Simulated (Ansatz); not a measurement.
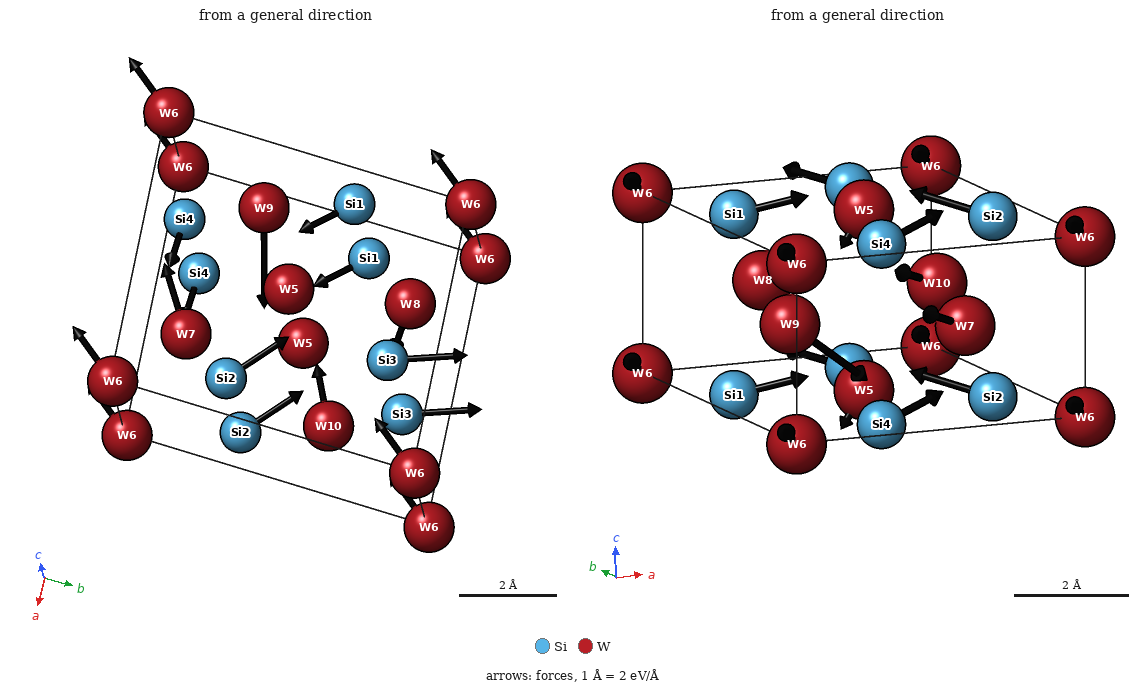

The figure gives a spheres-only picture of the atoms, viewed from two general directions. Lines trace the edges of the simulation cell. The arrows are the computed forces on the atoms.

System: Si₂W₃. The calculation used Ansatz, DFT PBEsol, scalar-relativistic, plane waves, PAW, with a basis cut at 420 eV, k-point mesh 6×6×12, Gaussian smearing of 0.15 eV, no spin polarisation.

> Judging by the arrows, is the geometry relaxed?

No. The atoms still feel forces of up to about 3.3 eV/Å, far above a usual threshold of 0.01 to 0.03 eV/Å.

> Which atom has the biggest force on it?

W9, about 3.3 eV/Å.

The structure was taken from a structure listed in the Materials Project. The cell was then strained or its atoms displaced on purpose. It went into a calculation with Ansatz.
